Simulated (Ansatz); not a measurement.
Consider Si$_{27}$C$_{28}$ (cell with a defect).

Si$_{27}$C$_{28}$ (cell with a defect), 55 atoms, a = 8.19 Å, b = 8.19 Å, c = 10.13 Å, α = 90.00°, β = 90.00°, γ = 120.00°.

The calculation used DFT PBE, scalar-relativistic, plane waves, PAW in Ansatz 0.2.0.

Question: Predict the valence pseudo-density and electron localisation function between the atoms.

Answer: C–C (1.58 Å): ρ is about 1.4 e/Å³ halfway; the ELF peaks at about 0.90 between the atoms.

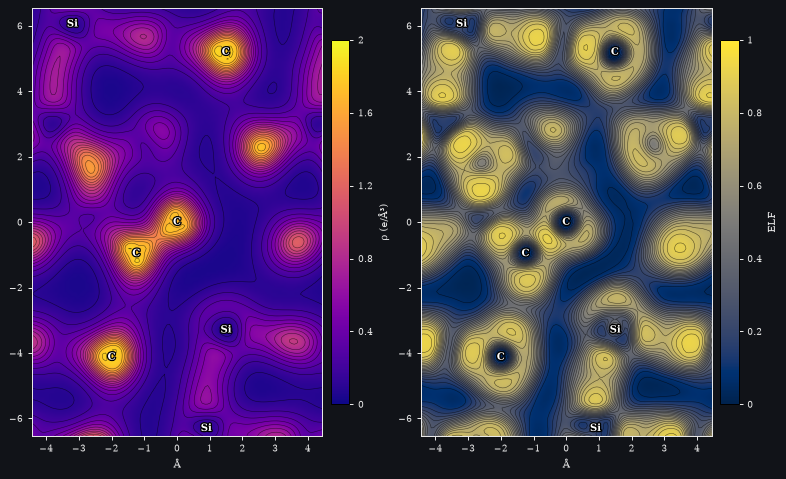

Computed valence pseudo-density and electron localisation function on the (101̄) plane of the calculation cell, in this order. Atoms just off the plane (Si, 0.3 Å away and C, 0.4 Å away) can leave unmarked features too.
